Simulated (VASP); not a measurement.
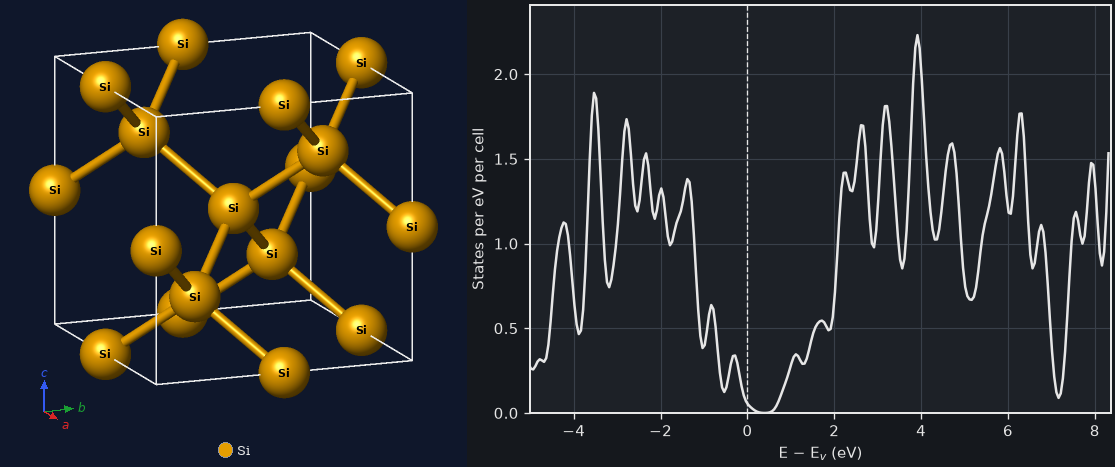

Density of states, beside the structure. Energies are counted from the top of the valence band. The curve is built from the levels of the k mesh with Gaussians 0.3 eV wide, which also blur the band edges.

System: Si, space group Fd-3m (No. 227), 2 atoms in the cell, diamond type; a = 3.85 Å, b = 3.85 Å, c = 3.85 Å, α = 60.00°, β = 60.00°, γ = 60.00°.

Level of theory: DFT, r2SCAN, plane waves, PAW, 8×8×8 k mesh, 520 eV cutoff, Gaussian smearing of 0.01 eV; code VASP 6.6.1.

> Is there a gap at the Fermi level, and how wide?

There is a gap; over the k points computed it is 0.79 eV (indirect; the smallest direct gap is 2.75 eV).
